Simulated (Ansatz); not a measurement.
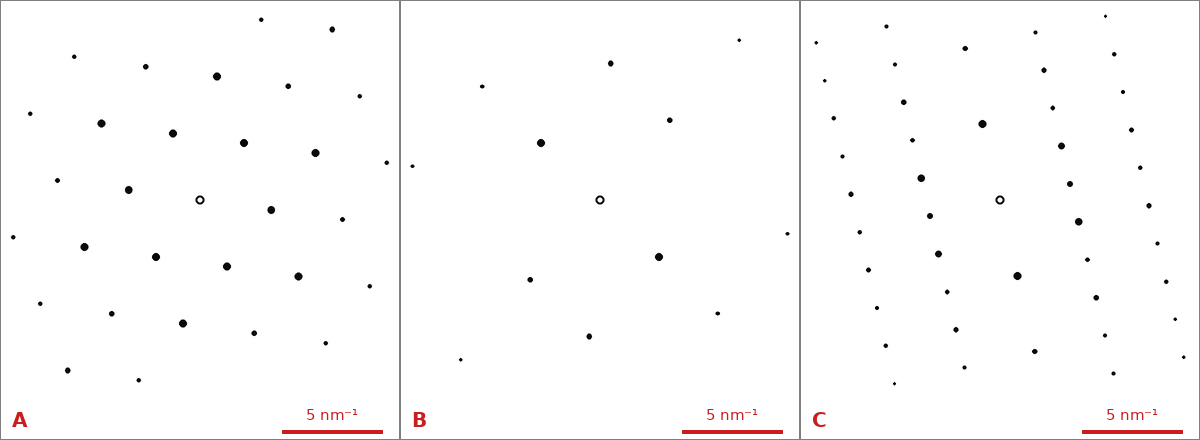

Computed electron diffraction patterns, 120 kV, single scattering only, B = 0.5 Å².

All three come from Mg, space group P6_3/mmc (No. 194), a = 3.209 Å, c = 5.144 Å (hexagonal axes). Structure: the geometry relaxed with DFT PBE, scalar-relativistic, plane waves, PAW in Ansatz; the starting structure was generated, so it need not be a known form of this composition.

Question: Assign the zone axes [001], [100], [311] to A, B and C.

Answer: A is [001]: hexagonal net of 1 -1 0 at d = 2.78 Å and 1 0 0 at d = 2.78 Å, at 60.0°. B is [311]: oblique net of 0 -1 1 at d = 2.45 Å and -1 1 2 at d = 1.89 Å, at 87.1°. C is [100]: rectangular net of 0 0 1 (itself extinct) at d = 5.14 Å and 0 1 0 at d = 2.78 Å, at 90.0°.
